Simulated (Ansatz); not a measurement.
Consider Ag.

```
Ag
1.0
     2.04310   -2.04310    0.00000
     0.00000    2.04310   -2.04310
     8.08580    8.08580    8.08580
Ag
6
Direct
  0.66667 0.33333 0.07887
  0.33333 0.66667 0.92113
  0.00000 0.00000 0.24732
  0.66667 0.33333 0.58423
  0.33333 0.66667 0.41577
  0.00000 0.00000 0.75268
```

Space group P-3m1; not relaxed (largest force 0.6 eV/Å).

Level of theory: DFT PBEsol, scalar-relativistic, plane waves, PAW (Ansatz).

What can the converged valence pseudo-density and electron localisation function tell about the bonding?

Answer. Ag–Ag (2.89 Å): the density is about 0.22 e/Å³ at the midpoint; the ELF is about 0.15 at the midpoint (no shared electron pair shows on this line).

Does the calculation give a band gap?

Answer. It is metallic or semimetallic at this level of theory: no gap opens.

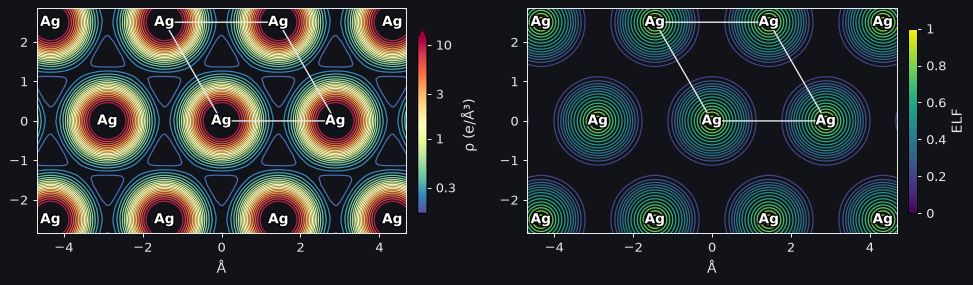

Computed valence pseudo-density and electron localisation function on the (001) plane of the conventional cell, in this order. 

In a PAW calculation such maps are meaningful between the atoms, not at the nuclei.
